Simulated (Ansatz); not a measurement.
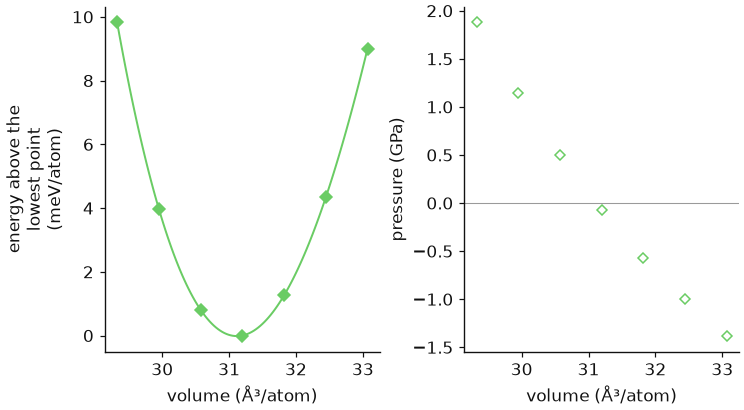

The figure shows the energy above the lowest point and pressure against volume for Tl, space group Fm-3m (No. 225) (one of a set of cubic test structures, which need not be the stable phase).

Method: equation of state of a cubic crystal from periodic Kohn-Sham density functional theory without spin, third-order Birch-Murnaghan fit to the free energies; pressure corrected for the finite basis (Ansatz 0.2.0 development build). Level: PBE, no spin-orbit coupling.

structure type fcc; atoms in cell 1; space group number 225; lattice centring face-centred primitive; k mesh 38×38×38; occupation method Fermi–Dirac; occupation width 0.06123 eV; wave cutoff 420 eV; datasets soft-1 PAW; density tolerance 1e−07 eV; bands 11; density cutoff ratio 4; search for lower states default.

What equilibrium volume and bulk modulus follow from the curve?

A third-order Birch–Murnaghan fit gives V0 = 31.12 Å³/atom, B0 = 26.9 GPa and B′ = 5.5.

What does the pressure do across the range?

It falls from 1.878 GPa at volume 29.33 Å³/atom to −1.384 GPa at 33.07 Å³/atom, and changes sign near 31.12 Å³/atom.

Caveats: cubic model structure, not the ambient form; no spin-orbit coupling with 6p elements.
